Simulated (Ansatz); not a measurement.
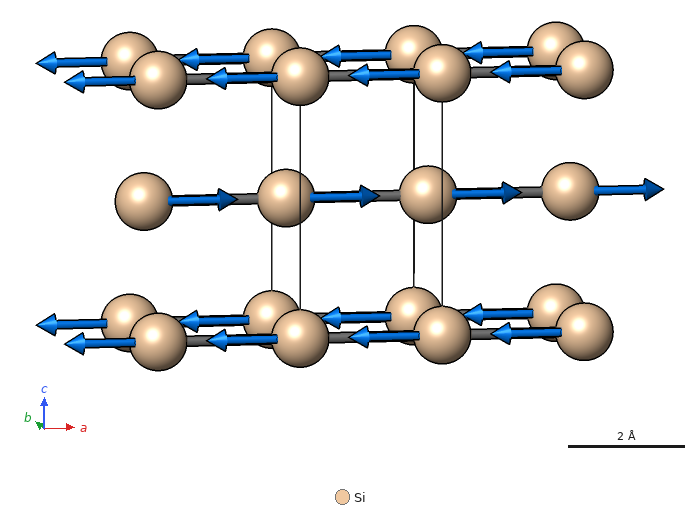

Phonons of crystalline Si, space group P6/mmm (No. 191), at the zone centre of a doubled cell. The levels lie at 106, 165, 285 cm⁻¹. One mode is drawn. Displacements are drawn as blue arrows; their common scale and sign are arbitrary. The picture is a ball-and-stick view of the cell of the calculation, seen slightly off an axis.

All numbers below come from Ansatz 0.2.0, DFT r2SCAN, scalar-relativistic, plane waves, PAW. Set-up: plane-wave cutoff 500 eV; k-point mesh 24 × 22 × 14; occupations gaussian; smearing width 0.15 eV; no spin polarisation.

### Which of these frequencies is the drawn mode's?

The level at 165 cm⁻¹. This is a non-degenerate mode, level 2 of 3, counted from below (the three translations aside). All motion is along a of the drawn cell; atoms of one kind move against one another, with no net shift of their sublattice. It changes sign from one half of the doubled cell to the other: it belongs to the zone boundary, q = (0, 1/2, 0) in the reciprocal vectors of the undoubled cell.
